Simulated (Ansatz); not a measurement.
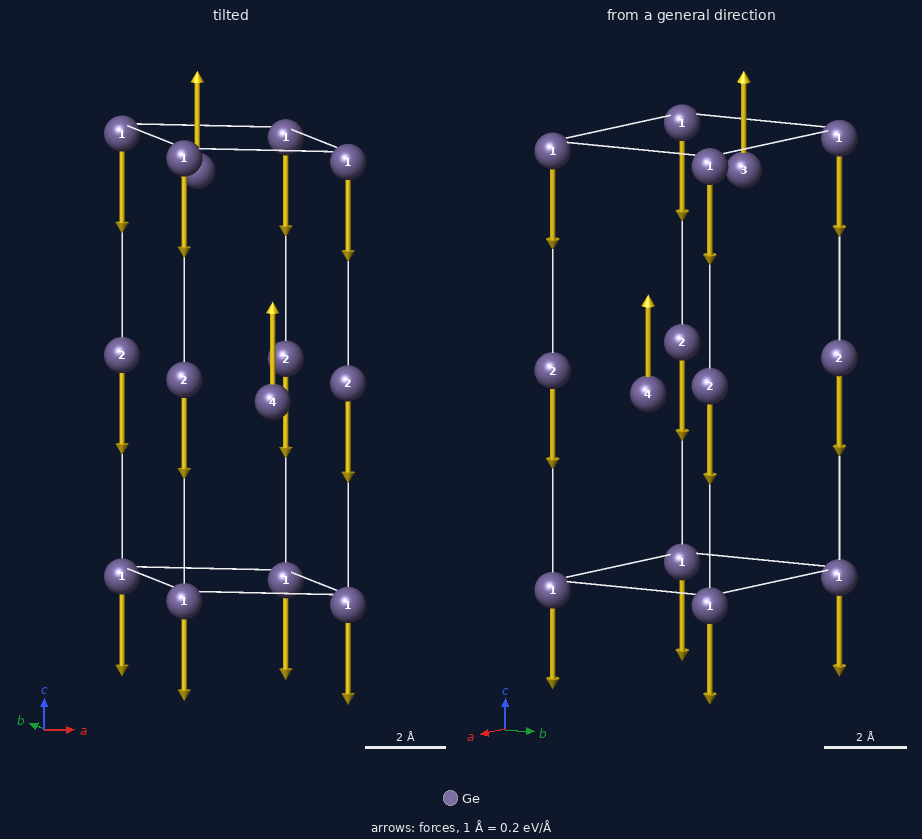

Structure drawing (spheres-only), viewed slightly off an axis and from a general direction. Thin lines show the simulation cell, with boundary atoms drawn in all their periodic places. The arrows are the computed forces on the atoms.

System: Ge. All computed values are from DFT LDA, scalar-relativistic, plane waves, PAW (Ansatz). Settings: cutoff 420 eV, k-point mesh 12×12×4, Gaussian smearing of 0.1 eV, no spin polarisation.

### Judging by the arrows, is the geometry relaxed?

No. The atoms still feel forces of up to about 0.42 eV/Å, far above a usual threshold of 0.01 to 0.03 eV/Å.

### Which atom has the biggest force on it?

All Ge atoms, about 0.42 eV/Å.

Its origin is a structure listed in the Materials Project. The cell was then strained or its atoms displaced on purpose. It was the input of a calculation with Ansatz.
